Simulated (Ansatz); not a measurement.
Co (Pm-3m, No. 221): the input geometry of an electronic-structure calculation (not necessarily at equilibrium); the starting structure was generated, so it need not be a known form of this composition.

```cif
data_structure
_symmetry_space_group_name_H-M 'P 1'
_symmetry_Int_Tables_number 1
_cell_length_a 2.3058
_cell_length_b 2.3058
_cell_length_c 2.3058
_cell_angle_alpha 90.000
_cell_angle_beta 90.000
_cell_angle_gamma 90.000
_cell_volume 12.26
loop_
_atom_site_label
_atom_site_type_symbol
_atom_site_fract_x
_atom_site_fract_y
_atom_site_fract_z
_atom_site_occupancy
Co1 Co 0.00000 0.00000 0.00000 1
```

**What will a map of the projected electrostatic potential along [211] show? Computed as the sum of neutral-atom potentials (tabulated electron scattering factors, B = 0.8 Å²) projected along the beam and smoothed by 0.25 Å; brighter is more positive. The display is stretched by a gamma of 0.6; percentages refer to the linear signal.**

The projected structure repeats with a cell of 1.33 × 1.63 Å, 90°. All columns are alike (Co). The shortest distance between visible columns is 1.33 Å in projection. Along the beam the structure repeats every 5.65 Å.

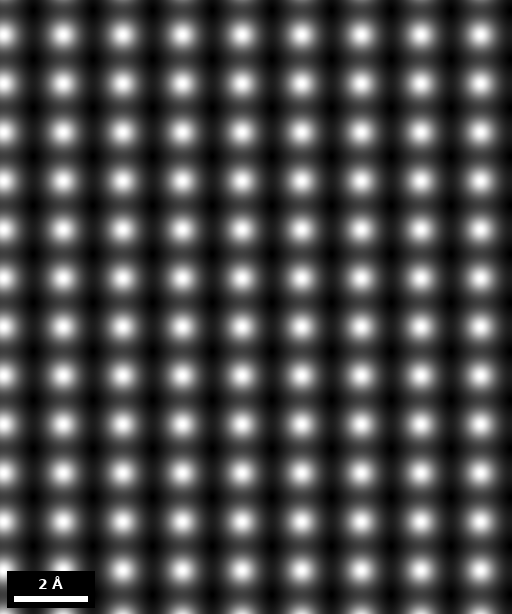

The simulated image.

**What mean inner potential do neutral atoms give for this crystal?**

About 27 V (the sum of the forward scattering factors over the cell volume; bonding usually lowers the true value).
